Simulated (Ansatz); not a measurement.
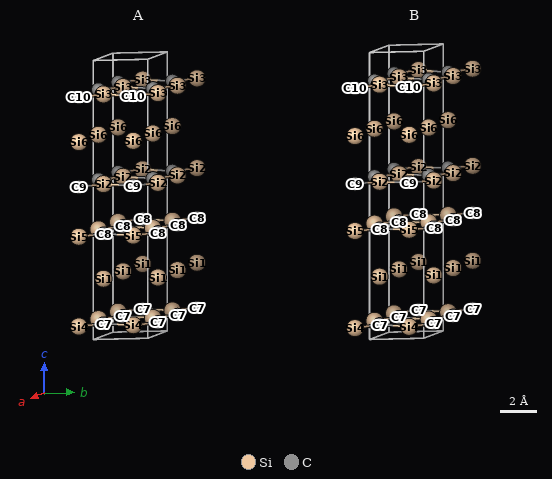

Two geometries of a crystal of Si$_{3}$C$_{2}$ (a generated structure, set up in P6_3/mmc), drawn at one scale. One is the start of a relaxation, the other its converged end. The picture is a ball-and-stick view of the cell of the calculation, repeated 3 × 2 × 1 with one cell outlined, seen slightly off an axis.

The calculation used DFT PBE, scalar-relativistic, plane waves, PAW (Ansatz). Set-up: plane-wave cutoff 420 eV; k-point mesh 12 × 12 × 4; occupations gaussian; smearing width 0.1 eV; no spin polarisation; cell and atoms relaxed; force threshold 0.01 eV/Å; at most 80 steps.

> Which one is relaxed?

Structure A is the relaxed one. The largest moves relative to the cell, 0.13 Å, are those of Si2, Si3, Si4 and Si5. Si2 goes along +c. Largest moves by element: Si 0.13 Å, C 0.09 Å. Cell: a = b 3.099 → 3.114 Å (+0.5 %), c 16.382 → 15.930 Å (−2.8 %). Volume −1.8 %. Among the contacts that change: Si2–C9 1.790 → 1.798 Å. The space group stays P6_3/mmc (No. 194). After 4 accepted moves (5 points after the start) the energy has fallen by 12.1 meV per atom. The largest force component goes from 0.23 to 0.0013 eV/Å. Pressure: 0.69 GPa at the start and −0.01 GPa at the end. At 1 point the geometry stayed and the basis and grid were re-selected for the new cell (energy shift of 0.2 meV per atom at most each time).
